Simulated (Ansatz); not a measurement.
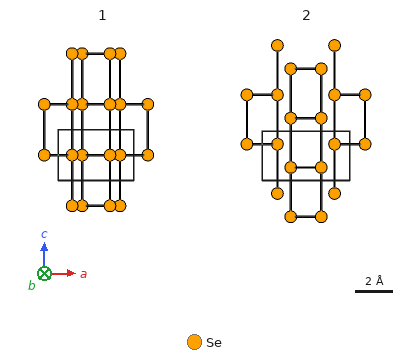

Two geometries of solid Se (built on the database_18 type) (coarse preliminary run), drawn at one scale. One is the start of a relaxation, the other its converged end. A ball-and-stick model of the cell of the calculation, repeated 1 × 1 × 2 with one cell outlined, seen along the b axis.

Method: Ansatz, DFT PBEsol, scalar-relativistic, plane waves, PAW. Settings: plane-wave cutoff 420 eV; k-point mesh 4 × 2 × 6; occupations gaussian; smearing width 0.1 eV; no spin polarisation; cell and atoms relaxed; force threshold 0.04 eV/Å; at most 70 steps.

> Which one is relaxed?

Structure 1 is the relaxed one. Case: structure listed in a database for this formula (P2_12_12, No. 18). The largest moves relative to the cell, 0.67 Å, are those of Se atoms. The volume changes by −11.1 %, with a 4.868 → 4.207 Å (−13.6 %), b 7.909 → 7.908 Å (0.0 %), c 2.740 → 2.819 Å (+2.9 %). Among the contacts that change: Se–Se 3.648 → 3.044 Å, Se–Se 3.538 → 3.188 Å, Se–Se 2.740 → 2.819 Å, Se–Se 2.307 → 2.338 Å. The space group (tolerance 0.01 Å) goes from P2_12_12 (No. 18) to Pbam (No. 55). After 11 accepted moves (14 points after the start) the energy has fallen by 0.269 eV per cell of the calculation. The largest force component goes from 0.49 to 0.0038 eV/Å. The pressure goes from −1.00 to 0.00 GPa. The line search rejected the trial steps at points 11, 12 of the run. At 1 point the geometry stayed and the basis and grid were re-selected for the new cell (energy shift of 0.9 meV per cell of the calculation at most each time). The run took of the order of 50 core-seconds on a shared host.

Limits of the set-up: the k-point mesh is coarse for a cell with partly filled bands.
